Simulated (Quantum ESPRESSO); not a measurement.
# Tl: 7 runs along one coordinate

System: Tl (Im-3m, 1 atom in the cell).
Method: Kohn-Sham DFT of a periodic cell, PBE, SSSP 1.3 efficiency PBE, no spin polarisation (Quantum ESPRESSO 7.5).

The 7 runs differ only in the geometry, by an even scaling of the cell at fixed fractional positions. The structure derives from a Materials Project entry.

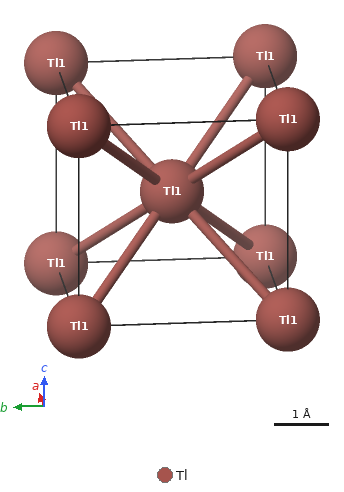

Figure 1. The structure of run 4 (ball-and-stick view of the cell 2 times as large as that of the calculation, set on its symmetry axes, seen at an oblique angle; atoms are numbered from 1 in the order of the input).

## The input of run 4
```
&CONTROL
  calculation = 'scf'
  prefix = 'pwscf'
  outdir = './tmp'
  pseudo_dir = './pseudo'
  tprnfor = .true.
  tstress = .true.
  disk_io = 'low'
/
&SYSTEM
  ibrav = 0
  nat = 1
  ntyp = 1
  ecutwfc = 55
  ecutrho = 440
  nbnd = 12
  occupations = 'smearing'
  smearing = 'fd'
  degauss = 0.00367493
/
&ELECTRONS
  conv_thr = 2d-10
  electron_maxstep = 120
  mixing_beta = 0.5
/
ATOMIC_SPECIES
Tl   204.3800 Tl_pbe_v1.2.uspp.F.UPF
CELL_PARAMETERS angstrom
  -1.9559951735    1.9559951735    1.9559951735
   1.9559951735   -1.9559951735    1.9559951735
   1.9559951735    1.9559951735   -1.9559951735
ATOMIC_POSITIONS crystal
Tl     0.0000000000    0.0000000000    0.0000000000
K_POINTS automatic
10 10 10 0 0 0
```

## File pp_density.in of run 4
```
&INPUTPP
  prefix = 'pwscf'
  outdir = './tmp'
  filplot = 'density.dat'
  plot_num = 0
/
&PLOT
  nfile = 1
  filepp(1) = 'density.dat'
  iflag = 3
  output_format = 6
  fileout = 'density.cube'
/
```

## File pp_potential.in of run 4
```
&INPUTPP
  prefix = 'pwscf'
  outdir = './tmp'
  filplot = 'potential.dat'
  plot_num = 11
/
&PLOT
  nfile = 1
  filepp(1) = 'potential.dat'
  iflag = 3
  output_format = 6
  fileout = 'potential.cube'
/
```

Command:
```bash
OMP_NUM_THREADS=1 pw.x -in pw.in > pw.out
OMP_NUM_THREADS=1 pp.x -in pp_density.in > pp_density.out
OMP_NUM_THREADS=1 pp.x -in pp_potential.in > pp_potential.out
```

Lattice vectors (Å) and fractional positions of run 4:
```
  -1.955995    1.955995    1.955995
   1.955995   -1.955995    1.955995
   1.955995    1.955995   -1.955995
Tl  0.000000  0.000000  0.000000
```

Run 3 has the same physical settings and fractional positions; its lattice vectors (Å) are:
```
  -1.942867    1.942867    1.942867
   1.942867   -1.942867    1.942867
   1.942867    1.942867   -1.942867
```

## Results, with one run withheld

```csv
run,volume per atom (Å³),"free energy per atom, from the lowest run given (meV)",pressure (GPa)
1,28.138,33.76,3.45
2,28.737,21.18,2.53
3,29.335,?,?
4,29.934,5.49,0.99
5,30.533,1.60,0.34
6,31.131,0.00,−0.23
7,31.730,0.45,−0.73
```

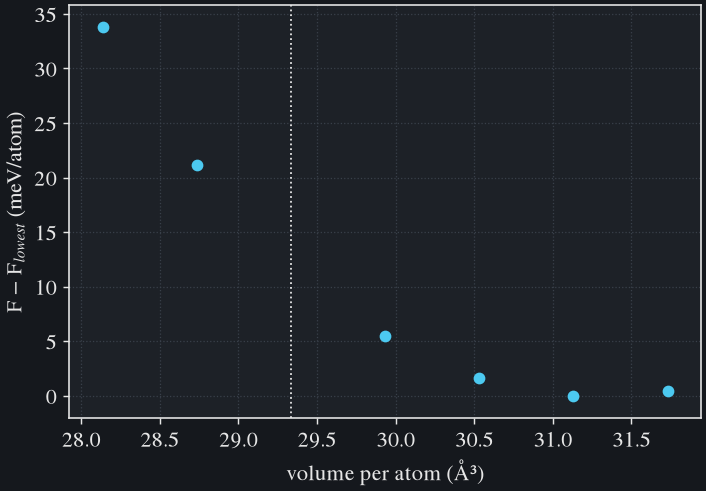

Figure 2. Free energy per atom of the runs given; the dotted line marks run 3.

Estimate the energy of run 3 from the others.

A cubic polynomial in V^(−2/3) (the Birch–Murnaghan form), fitted to the 6 runs given, misses them by at most 0.02 meV per atom. With x = V^(−2/3) − 0.10360 Å⁻², it reads F = 5.014 + 3525.5 x + 6.2255e+05 x² + 3.4888e+06 x³ (meV per atom). At run 3 it gives 11.90 meV per atom, and the run itself gives 11.88. The slope of the fit gives a pressure −dF/dV of 2.09 GPa there, and the run prints 1.70 GPa. The two needn't agree exactly: the fit is approximate, and the printed stress is taken on a finite basis. The fit has its minimum at 31.295 Å³ per atom, where V d²F/dV² gives 27.3 GPa: the bulk modulus at this level, since symmetry fixes the shape and the positions.

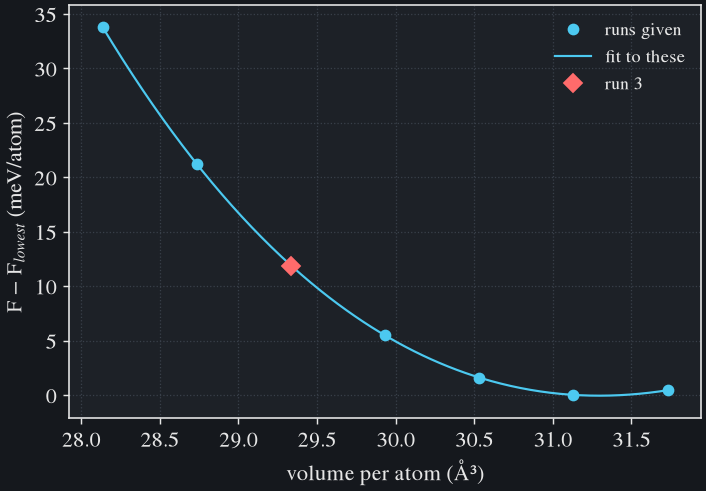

Figure 3. The fit and the withheld run.

## Some lines of the output (run 3)
```
[...]
     number of k points=    47  Fermi-Dirac smearing, width (Ry)=  0.0037
     total energy              =    -144.96511853 Ry
     total energy              =    -144.96608220 Ry
     total energy              =    -144.96613827 Ry
     total energy              =    -144.96614421 Ry
     total energy              =    -144.96614666 Ry
     total energy              =    -144.96614689 Ry
     total energy              =    -144.96614696 Ry
     total energy              =    -144.96614697 Ry
     the Fermi energy is    10.3173 ev
!    total energy              =    -144.96614697 Ry
     The total energy is F=E-TS. E is the sum of the following terms:
     Computing stress (Cartesian axis) and pressure
          total   stress  (Ry/bohr**3)                   (kbar)     P=       16.97
```

Notes on the run: negative rho. Spin–orbit coupling is left out, which matters for Tl.
